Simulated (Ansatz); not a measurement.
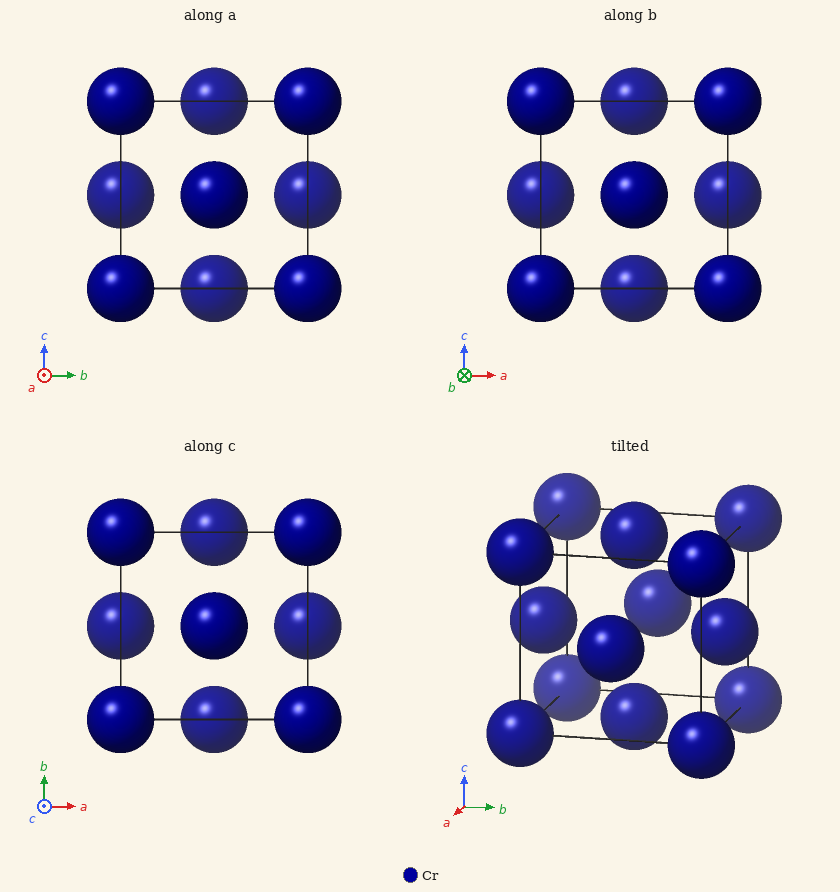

Spheres-only drawing of the structure, looking along the a axis, along the b axis, along the c axis and slightly off an axis. One conventional unit cell is framed, with atoms on its boundary repeated.

Lattice parameters: a = 3.6222 Å, b = 3.6222 Å, c = 3.6222 Å, α = 90.000°, β = 90.000°, γ = 90.000°.

> From the views, write a CIF in P1 with every atom of the cell.

```cif
data_structure
_symmetry_space_group_name_H-M 'P 1'
_symmetry_Int_Tables_number 1
_cell_length_a 3.6222
_cell_length_b 3.6222
_cell_length_c 3.6222
_cell_angle_alpha 90.000
_cell_angle_beta 90.000
_cell_angle_gamma 90.000
_cell_volume 47.52
loop_
_atom_site_label
_atom_site_type_symbol
_atom_site_fract_x
_atom_site_fract_y
_atom_site_fract_z
_atom_site_occupancy
Cr1 Cr 0.0000 0.0000 0.0000 1
Cr2 Cr 0.0000 0.5000 0.5000 1
Cr3 Cr 0.5000 0.0000 0.5000 1
Cr4 Cr 0.5000 0.5000 0.0000 1
```

The initial geometry was a structure type filled with this element by a generator (whether the element takes this form wasn't checked). The structure drawn was relaxed with DFT, PBE, PAW with Ansatz's default frozen-core files, scalar-relativistic in Ansatz.
